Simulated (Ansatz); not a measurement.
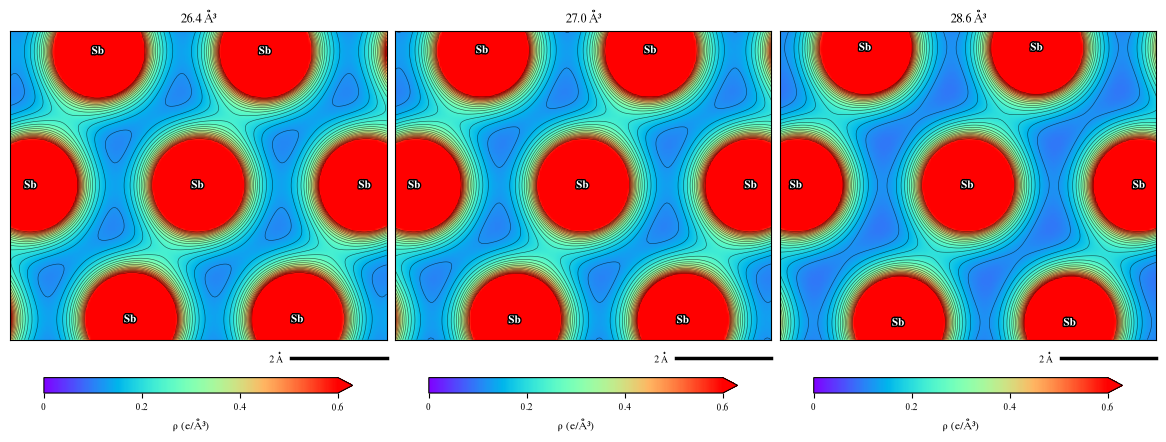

Sb. The valence electron density of cells scaled evenly to different volumes (given per atom above each panel), on the (100) plane of each (indices in the axes of the cell below), at one length scale and on one colour scale.

A structure from a database of computed crystals, not necessarily the ambient phase.

The calculation used Kohn-Sham DFT of a periodic cell, PBE, Ansatz PAW in Ansatz 0.2.0.

Core electrons are frozen (PAW), and the valence fields are smoothed inside the atomic spheres.

The largest cell:

```
Sb
1.0
    -1.60746    1.60746    2.76513
     1.60746   -1.60746    2.76513
     1.60746    1.60746   -2.76513
Sb
1
Cartesian
  0.0000 0.0000 0.0000
```

| volume (Å³/atom) | Sb–Sb contact in the plane (Å) | ρ at its midpoint (e/Å³) | pressure (GPa) | 
| --- | --- | --- | --- |
| 26.42 | 3.132 | 0.232 | 3.2 | 
| 26.96 | 3.153 | 0.225 | 1.8 | 
| 28.04 | 3.195 | ? | ? | 
| 28.58 | 3.215 | 0.206 | −1.7 | 

Estimate the missing row, and compare with the calculation.

Answer. Over the known rows ln ρ falls by 1.43 per Å of Sb–Sb distance (a least-squares line), which gives 0.212 e/Å³ at 3.195 Å; the calculation gives 0.212 e/Å³. For the pressure, a straight line in volume between the neighbouring rows gives −0.5 GPa; the calculation gives −0.6.
